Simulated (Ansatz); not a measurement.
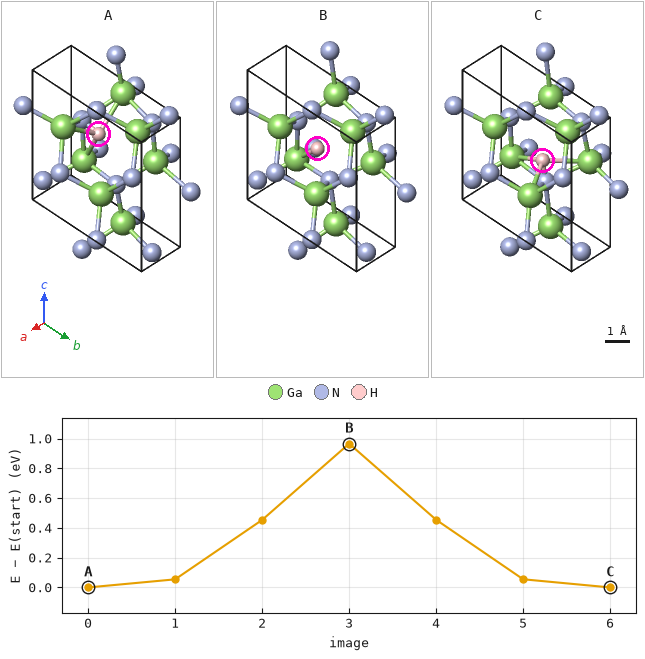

A search for the minimum-energy path of a defect cell of composition Ga6HN6 (cell charge +1) (13 atoms in the cell) by the nudged elastic band. Images are numbered from 0 (start) to 6 (end). Frames A to C are images 0, 3, 6. A ball-and-stick model of the simulation cell (origin moved), seen slightly off an axis. The moving atom is ringed, with any periodic copies. Bonds to atoms that aren't drawn are left out.

The calculation used Ansatz, DFT PBE, scalar-relativistic, plane waves, PAW. Settings: plane-wave cutoff 420 eV; k-point mesh 3 × 3 × 3; Gaussian smearing 0.02 eV; 5 movable images; climbing image.

Question: Describe the mechanism and the energy profile.

Answer: The barrier is about 0.97 eV in both directions, with image 3 at the top; the ends have the same energy. The H atom travels furthest, 1.25 Å from end to end, along [0 1 −1], on a path that bends up to 0.28 Å away from the straight line. At the highest image its nearest neighbour (N) is 1.46 Å away, against 1.04 Å at the start, and the surrounding atoms stand up to 0.13 Å off the mean of their end positions. Breaking: H–N (1.04 → 2.34 Å). Forming: H–N (2.34 → 1.04 Å). The band converged in 7 iterations. The largest component of the band force went from 2.5 to 0.031 eV/Å. The climbing image converged on the top of the path. Its curvatures weren't checked.

Limits of the set-up: the periodic images lie only 5.2 Å apart, so the values are limited by the cell's size; the cell is charged, on a uniform background, and energies carry no finite-size correction.

Cost: 4.2 min on 4 threads of Arm Neoverse V1, on a shared host, peak memory 1.1 GiB.
